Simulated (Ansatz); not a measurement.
## Run report: La, single-point calculation

System: La (I4₁/amd, 2 atoms in the cell).
Method: DFT, PBE, PAW with other files of Ansatz's library (core large), scalar-relativistic, no spin polarisation (Ansatz 0.2.0).

It belongs to a series of runs on one base structure; here: volume scaled by 0.4, PAW files, core large. Figures and captions count atoms from 1; the log counts them from 0 in places.

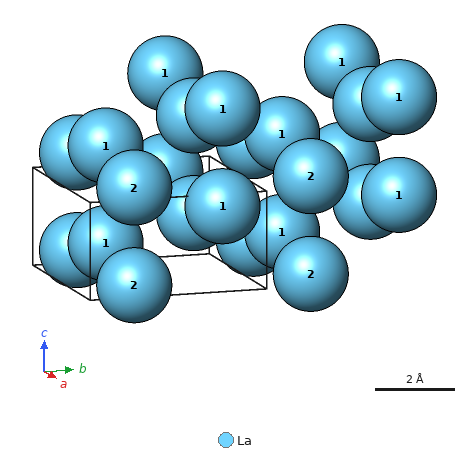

The structure as given in the input (spheres-only view of the cell 2 times as large as that of the calculation, set on its symmetry axes, repeated 1 × 2 × 2, seen slightly off an axis; atoms are numbered from 1 in the order of the input). An atom can appear more than once, as a periodic image.

**Results in brief**

```tsv
quantity	value
outcome	converged
space group (tolerance 0.01 Å)	I4₁/amd (141)
electrons treated	22
free energy	−12488.6633 eV
Fermi energy	29.797 eV
pressure	207.45 GPa
largest force (length of the vector)	under 0.001 eV/Å
hardware	1 thread of Arm Neoverse V2, 24 GiB of memory available, shared host
wall time	7.6 s
peak memory	0.36 GiB
```

The cell is under a pressure of 207 GPa at this level, so it is not at its equilibrium volume.

**Input**
```yaml
crystal:
  lattice:
    - [-2.367476367, 2.367476367, 1.2720675788]
    - [2.367476367, -2.367476367, 1.2720675788]
    - [2.367476367, 2.367476367, -1.2720675788]
  atoms:
    - { symbol: La, position: [-0.375, -0.125, -0.25] }
    - { symbol: La, position: [0.375, 0.125, 0.25] }
kpoints:
  mp_grid: { grid: [13, 13, 13] }
scf:
  occupations: { method: fermi_dirac, width: 0.08 }
hamiltonian:
  xc: pbe
  pseudopotentials: { kind: paw, core: large }
output:
  forces: true
  stress: true
  eigenvalues: true
  write_density: true
  write_potential: true
  elf: true
  volumetric_format: npy
```

Command:
```bash
ansatz run input.yaml --threads 1 --pin off --max-ram 2048MiB --backend cpu --events-out ev --progress --plain --runs-dir out
```

**Output**
```
Warning: of La the run reads no dataset of the core that `hamiltonian.pseudopotentials.core` asks for: this build lists none beside the file that it uses, or the input names that file
Engine: ansatz 0.2.0, aarch64-unknown-linux-gnu
Pseudopotentials: kind: paw
Pseudopotential: La, paw, valence charge 11, recommended cutoff 420 eV (normal), La.paw.azcp
Functional definition: PBE
  parameter kappa = 0.804
  parameter beta = 0.06672455060314922
  exchange = pbe_x(kappa = kappa, mu = beta*pi^2/3)
  correlation = pbe_c(beta = beta)
Crystal: 2 atoms, lattice volume = 28.519 Å³
Basis set: ecut = 420 eV, 533 PW (Γ), exchange–correlation on 48×48×48 points (8 copies of the dense FFT grid, shifted against one another)
Bands: 15, of which v1, the nominal top of the filled ones, is band 11 counted from 1 (10 counted from 0)
Symmetry: 16 space group operations
Space group: I41/amd (ITA 141), of the structure as read, at distance tolerance 3.1e-5 Å
k-points: 196 of 2197
Non-local potential: La, projectors of the file, l = 0: 3, l = 1: 2, l = 2: 2, l = 3: 3
PAW form: soft (Blöchl's): semilocal exchange-correlation on the pseudo side does not see the compensation charge
PAW one-centre angular grid: La, 590 points (default); XC on 64 Gauss nodes
Initial density: superposition of atomic densities (neutral atoms: chi_scale 0, normalization atom), corrected by the library's trained network
Initial wavefunctions: pseudopotential atomic-orbital guess
Functional: x = pbe(κ = 0.804, μ = 0.2195149727645171), c = pbe(β = 0.06672455060314922)
SCF iter   1: F=—  HF=-12488.836126 eV  |F-HF|=—  |Δ(HF+E_count)|=         —  Δρ=4.52e-2  dr2=5.26e-1  ethr=1.77e-3  ⟨swp⟩=5.5  Hψ=16434  notcnv=0
preconditioner: auto → none  [metal: Δε(μ)=0.001 eV  Ē_g=13.275 eV  σ=0.080 eV  W_gap=0.00  n_scr=4 (ndim 8)  ℏωp=29.6 eV  f_vac=0.000  D(μ)=1.93/eV (n_scr^D=16)  sad-step TF]
SCF iter   2: F=—  HF=-12488.716511 eV  |F-HF|=—  |Δ(HF+E_count)|=   1.20e-1  Δρ=2.62e-2  dr2=1.76e-1  ethr=1.77e-3  ⟨swp⟩=3.2  Hψ=6109  notcnv=0
SCF iter   3: F=—  HF=-12488.663099 eV  |F-HF|=—  |Δ(HF+E_count)|=   5.34e-2  Δρ=2.30e-3  dr2=9.89e-4  ethr=8.00e-4  ⟨swp⟩=3.8  Hψ=6293  notcnv=0
SCF iter   4: F=—  HF=-12488.663386 eV  |F-HF|=—  |Δ(HF+E_count)|=   2.87e-4  Δρ=1.07e-3  dr2=2.87e-4  ethr=4.49e-6  ⟨swp⟩=2.1  Hψ=5663  notcnv=0
SCF iter   5: F=—  HF=-12488.663300 eV  |F-HF|=—  |Δ(HF+E_count)|=   8.52e-5  Δρ=1.21e-4  dr2=1.96e-6  ethr=1.30e-6  ⟨swp⟩=2.3  Hψ=5215  notcnv=0
SCF iter   6: F=—  HF=-12488.663315 eV  |F-HF|=—  |Δ(HF+E_count)|=   1.50e-5  Δρ=1.04e-5  dr2=1.27e-8  ethr=4.55e-10  ⟨swp⟩=13.0  Hψ=31404  notcnv=0
SCF iter   7: F=-12488.663315 eV  HF=-12488.663315 eV  |F-HF|=1.09e-10  |Δ(HF+E_count)|=   4.27e-9  Δρ=1.35e-6  dr2=3.29e-10  ethr=5.75e-11  ⟨swp⟩=6.6  Hψ=19787  notcnv=0
SCF 1 converged in 7 iterations: F = -12488.663315 eV  dr2 = 3.29e-10
  greatest PAW one-centre occupation: 0.962 electrons in one spin orbital (limit 2), on the La atom at site 1 (counted from 0), in its partial waves of l = 0
SCF converged after 7 iterations
Free energy (F): -12488.663315 eV
Harris-Foulkes:  -12488.663315 eV  (|F-HF|=1.09e-10)
Internal energy: -12488.626144 eV  (E = F + TS)
E sigma→0 (E₀):  -12488.644730 eV
Entropy (-TS):   -0.037171 eV (-18.585 meV/atom)
Fermi energy:    29.796768 eV
--- Per-component energies (eV) ---
  E_band       = 319.546288
  E_kinetic    = 461.127183
  E_local      = -23.969441  (includes V_loc(G=0)·N_el)
  E_nonlocal   = 202.866053
  E_hartree    = 70.772053
  E_xc         = -302.692325
  E_vxc        = -328.074088  (∫ρ·V_xc dr)
  E_paw        = -10843.115182  (= ΣΔE_a)
  E_vpaw       = -133.947227  (= ΣTr[D̂ρ^β])
  E_aug_tail   = -0.000000  (compensation charges beyond the density's cutoff)
  E_ewald      = -2053.614485
  E_smearing   = -0.037171  (= −TS)
  E_closure    = 0.000000  (closes the sum)
  Σ components = -12488.663315   (vs F -12488.663315, Δ=0.00e0)
--- Forces (eV/Å), atoms counted from 1 ---
  atom   1  La    -0.00000000     0.00000000     0.00000000
  atom   2  La     0.00000000     0.00000000     0.00000000
  max |Σ_I F_I| component: 2.08e-17 eV/Å
--- Stress (GPa, compression-positive) ---
      207.439833      -0.000000       0.000000
       -0.000000     207.439833       0.000000
        0.000000      -0.000000     207.484442
  P = ⅓ Tr σ = 207.4547 GPa (2074.547 kbar)
--- Band table (eV; the first three rows and the last of 196) ---
  k-point 0: bands = ["-6.5323", "0.0842", "9.1177", "9.1177", "18.4478", "18.4478", "18.6740", "18.9120", "22.0633", "27.9537", "29.0173", "29.3878", "30.7622", "30.7622", "30.9276"]
  k-point 1: bands = ["-6.4681", "-0.0855", "9.1928", "9.2618", "17.8144", "18.2154", "18.8985", "19.0265", "22.2846", "28.2164", "28.9775", "29.3178", "30.8403", "30.8807", "31.0052"]
  k-point 2: bands = ["-6.2766", "-0.5531", "9.4174", "9.6622", "16.8678", "17.5864", "18.8633", "19.2121", "22.9340", "28.8706", "28.9222", "29.1520", "31.0215", "31.1908", "31.2067"]
  k-point 195: bands = ["-3.4299", "-3.3228", "6.7074", "6.8266", "18.1318", "18.1566", "20.5565", "20.7552", "30.2699", "30.2895", "30.4001", "30.5390", "31.9290", "31.9868", "32.3698"]
```

**File rho_z.tsv**
```
# z_ang	rho[e/angstrom^3]
# format = ansatz-planar-average/11
# lattice	-2.367476367	2.367476367	1.272067579
# lattice	2.367476367	-2.367476367	1.272067579
# lattice	2.367476367	2.367476367	-1.272067579
# sites	2
# site	57	0.000000000	-1.183738184	-0.318016895
# site	57	0.000000000	1.183738184	0.318016895
0.000000	7.067311e-1
0.149234	7.187508e-1
0.298469	7.471031e-1
0.447703	7.775484e-1
0.596938	8.018977e-1
0.746172	8.179092e-1
0.895406	8.236840e-1
1.044641	8.179092e-1
1.193875	8.018977e-1
1.343110	7.775484e-1
1.492344	7.471031e-1
1.641579	7.187508e-1
1.790813	7.067311e-1
1.940047	7.187508e-1
2.089282	7.471031e-1
2.238516	7.775484e-1
2.387751	8.018977e-1
2.536985	8.179092e-1
2.686219	8.236840e-1
2.835454	8.179092e-1
2.984688	8.018977e-1
3.133923	7.775484e-1
3.283157	7.471031e-1
3.432392	7.187508e-1
```

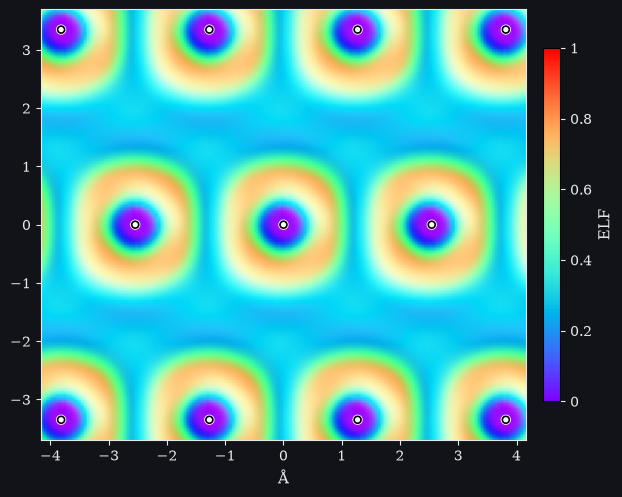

Electron localisation function on the (110) plane of the conventional cell. Circles mark the nuclei in the plane (La). The section cuts through La sites. La–La (2.54 Å): the ELF is about 0.25 at the midpoint (no shared electron pair). The strong features right at La lie inside the PAW spheres (semicore, d or f shells) and say nothing about bonding. The fields are those of the smooth PAW valence density.
